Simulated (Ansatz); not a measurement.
**A series of single points on Ru**

System: Ru (Im-3m, 1 atom in the cell).
Method: DFT, LDA (PW92), plane waves (420 eV) with PAW, scalar-relativistic, no spin polarisation (Ansatz 0.2.0).

The 6 runs differ only in the geometry, by an even scaling of the cell at fixed fractional positions.

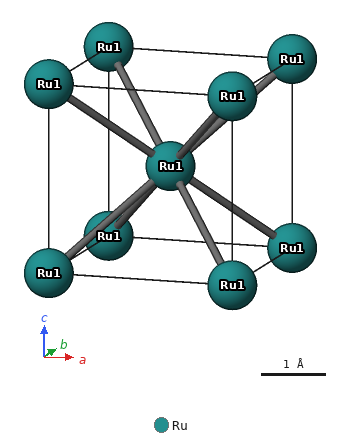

Figure 1. The structure of run 4 (ball-and-stick view of the cell 2 times as large as that of the calculation, set on its symmetry axes, seen slightly off an axis; atoms are numbered from 1 in the order of the input).

## Input of run 4
```yaml
crystal:
  lattice:
    - [-1.5200994049, 1.5200994049, 1.5200994049]
    - [1.5200994049, -1.5200994049, 1.5200994049]
    - [1.5200994049, 1.5200994049, -1.5200994049]
  atoms:
    - { symbol: Ru, position: [0.0, 0.0, 0.0] }
hamiltonian:
  xc: lda
  pseudopotentials:
    kind: paw
    azcp:
      Ru: "pseudopotentials/Ru.paw.azcp"
basis:
  ecutwfc: 420
  fft_grid_basis: typed
kpoints:
  mp_grid: { grid: [17, 17, 17], shift: [0, 0, 0] }
magnetization:
  spin_polarized: false
scf:
  occupations: { method: fermi_dirac, width: 0.1 }
  lower_state_search: "off"
output:
  stress: true
```

Run 2 differs from it as follows:
```diff
-    - [-1.5200994049, 1.5200994049, 1.5200994049]
-    - [1.5200994049, -1.5200994049, 1.5200994049]
-    - [1.5200994049, 1.5200994049, -1.5200994049]
+    - [-1.4592291109, 1.4592291109, 1.4592291109]
+    - [1.4592291109, -1.4592291109, 1.4592291109]
+    - [1.4592291109, 1.4592291109, -1.4592291109]
```

## Results, with one run withheld

```tsv
run	volume per atom (Å³)	free energy per atom, from the lowest run given (meV)	pressure (GPa)
1	11.888	256.83	57.10
2	12.429	?	?
3	13.510	0.00	0.16
4	14.050	20.06	−11.60
5	14.590	75.46	−20.89
6	15.131	158.75	−28.20
```

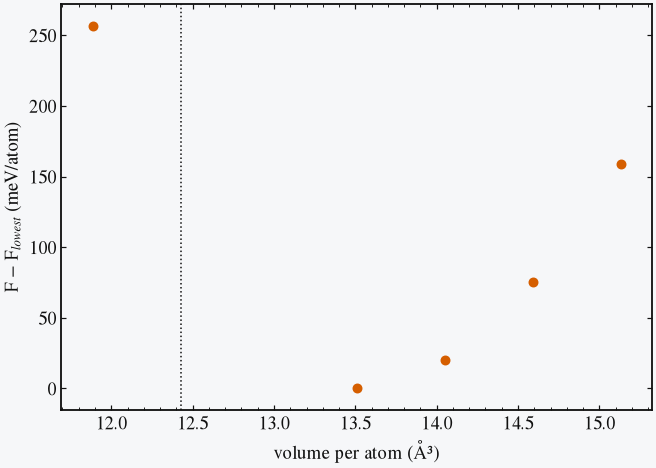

Figure 2. Free energy per atom of the runs given; the dotted line marks run 2.

What should run 2 give?

A cubic polynomial in V^(−2/3) (the Birch–Murnaghan form), fitted to the 5 runs given, misses them by at most 0.05 meV per atom. With x = V^(−2/3) − 0.17419 Å⁻², it reads F = 4.2167 − 4098.8 x + 9.8643e+05 x² + 2.3571e+06 x³ (meV per atom). At run 2 it gives 104.89 meV per atom, and the run itself gives 105.34. The slope of the fit gives a pressure −dF/dV of 33.60 GPa there, and the run prints 33.63 GPa. The fit has its minimum at 13.514 Å³ per atom, where V d²F/dV² gives 328 GPa: the bulk modulus at this level, since symmetry fixes the shape and the positions.

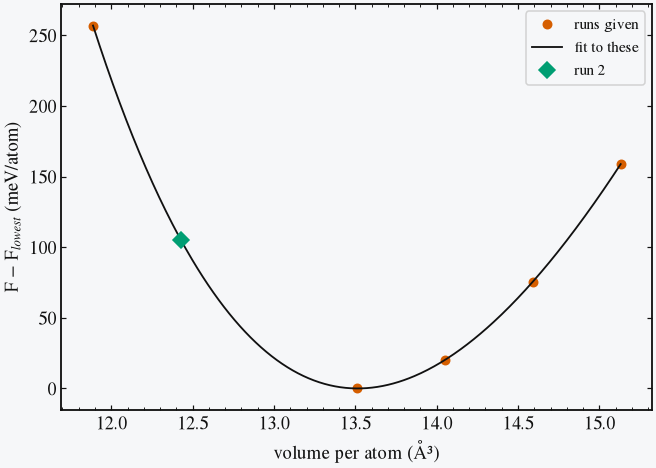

Figure 3. The fit and the withheld run.

## Output, shortened to warnings, some set-up lines, iterations and results (run 2)
```
Warning: [file] the record states the generating functional pbe (its physics header spells it `PBE`), which answers neither for hamiltonian.xc's functional nor for the lda family's — results may be inconsistent (PPs are generated against a specific XC)
Basis set: ecut = 420 eV, 225 PW (Γ)
Symmetry: 48 space group operations
k-points: 165 of 4913
Initial density: superposition of atomic densities (neutral atoms: chi_scale 0, normalization atom), corrected by the library's trained network
[...]
SCF iter   1: F=—  HF=-5757.538801 eV  |F-HF|=—  |Δ(HF+E_count)|=         —  Δρ=8.77e-3  dr2=5.69e-3  ethr=1.77e-3  ⟨swp⟩=5.0  Hψ=11075  notcnv=0
SCF iter   2: F=—  HF=-5757.536476 eV  |F-HF|=—  |Δ(HF+E_count)|=   2.32e-3  Δρ=3.14e-3  dr2=2.44e-4  ethr=3.55e-5  ⟨swp⟩=2.6  Hψ=4593  notcnv=0
SCF iter   3: F=—  HF=-5757.536469 eV  |F-HF|=—  |Δ(HF+E_count)|=   7.05e-6  Δρ=1.52e-3  dr2=5.41e-5  ethr=1.52e-6  ⟨swp⟩=2.1  Hψ=3262  notcnv=0
SCF iter   4: F=—  HF=-5757.536476 eV  |F-HF|=—  |Δ(HF+E_count)|=   6.60e-6  Δρ=7.09e-5  dr2=3.86e-7  ethr=3.38e-7  ⟨swp⟩=1.1  Hψ=2040  notcnv=0
SCF iter   5: F=-5757.536476 eV  HF=-5757.536476 eV  |F-HF|=1.78e-8  |Δ(HF+E_count)|=   8.83e-8  Δρ=1.68e-5  dr2=2.67e-8  ethr=2.41e-9  ⟨swp⟩=2.1  Hψ=3304  notcnv=0
SCF iter   6: F=-5757.536476 eV  HF=-5757.536476 eV  |F-HF|=1.03e-9  |Δ(HF+E_count)|=   7.16e-9  Δρ=4.57e-6  dr2=1.66e-9  ethr=1.67e-10  ⟨swp⟩=1.9  Hψ=6094  notcnv=0
SCF 1 converged in 6 iterations: F = -5757.536476 eV  dr2 = 1.66e-9
SCF converged after 6 iterations
Free energy (F): -5757.536476 eV
Harris-Foulkes:  -5757.536476 eV  (|F-HF|=1.03e-9)
Internal energy: -5757.482023 eV  (E = F + TS)
E sigma→0 (E₀):  -5757.509250 eV
Entropy (-TS):   -0.054453 eV (-54.453 meV/atom)
Fermi energy:    26.044546 eV
--- Per-component energies (eV) ---
  E_band       = -17.097183
  E_kinetic    = 519.442506
  E_local      = -1172.252482  (includes V_loc(G=0)·N_el)
  E_nonlocal   = 350.163097
  E_hartree    = 376.072768
  E_xc         = -191.022526
  E_vxc        = -240.855854  (∫ρ·V_xc dr)
  E_paw        = -3342.096058  (= ΣΔE_a)
  E_vpaw       = -225.741288  (= ΣTr[D̂ρ^β])
  E_aug_tail   = -0.000221  (compensation charges beyond the density's cutoff)
  E_ewald      = -2298.360792
  E_core_change = 0.571685  (= ΣΔE_core)
  E_smearing   = -0.054453  (= −TS)
  E_closure    = 0.000000  (closes the sum)
  Σ components = -5757.536476   (vs F -5757.536476, Δ=0.00e0)
--- Stress (GPa, compression-positive) ---
       33.632024      -0.000000       0.000000
        0.000000      33.632024      -0.000000
       -0.000000       0.000000      33.632024
  P = ⅓ Tr σ = 33.6320 GPa (336.320 kbar)
```

Warnings of the run: the PAW datasets were made with another functional.
